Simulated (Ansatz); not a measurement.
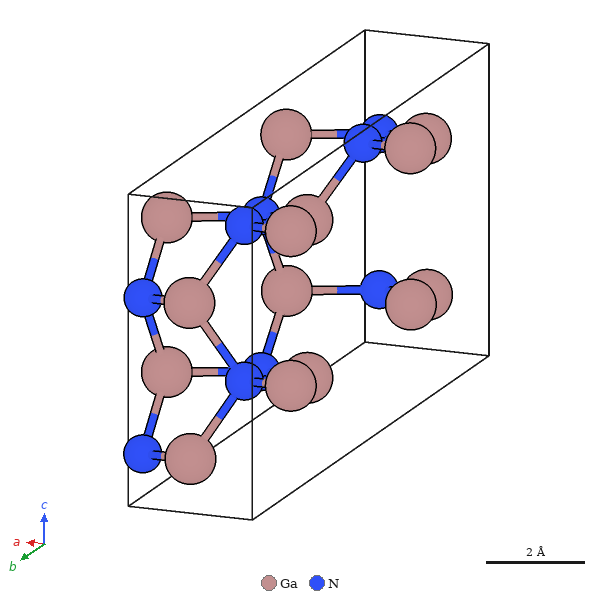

Drawn in the ball-and-stick manner and seen from a general direction. The edges of the supercell are marked. The host is GaN, in a cell of 16 sites, and the cell carries a charge of +1.

Spot the defect.

A nitrogen vacancy. Around the empty site lie four Ga at about 2.0 Å.

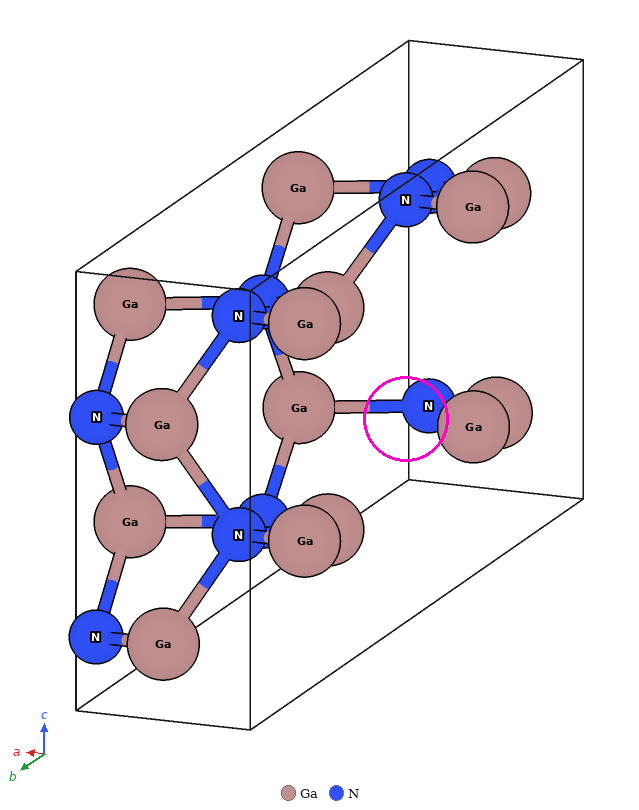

The same cell with a ring at the defect's site.

The atoms were relaxed in the host's cell with DFT PBE, scalar-relativistic, plane waves, PAW (Ansatz 0.2.0).
